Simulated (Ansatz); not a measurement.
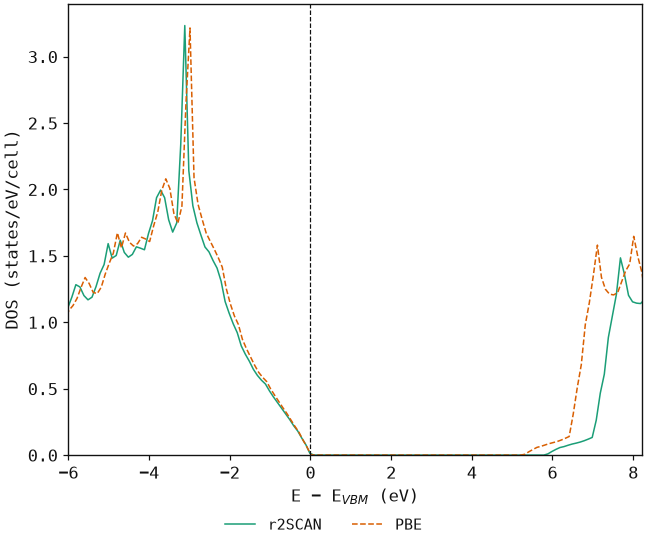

Total densities of states of BN, space group P6_3mc (No. 186), 4 atoms in the cell, by two methods on the same cell. Each is counted from its own valence-band top.

How do the methods compare?

Answer. r2SCAN gives a gap of 5.77 eV and PBE gives a gap of 5.23 eV.

Settings. r2SCAN: DFT r2SCAN, scalar-relativistic, plane waves, PAW, no spin polarisation, 12×12×6 k mesh, 500 eV cutoff, Gaussian smearing of 0.02 eV (Ansatz). PBE: DFT PBE, scalar-relativistic, plane waves, PAW, no spin polarisation, 12×12×6 k mesh, 420 eV cutoff (Ansatz).

The structure is an invented one, so it need not be a known or stable phase.
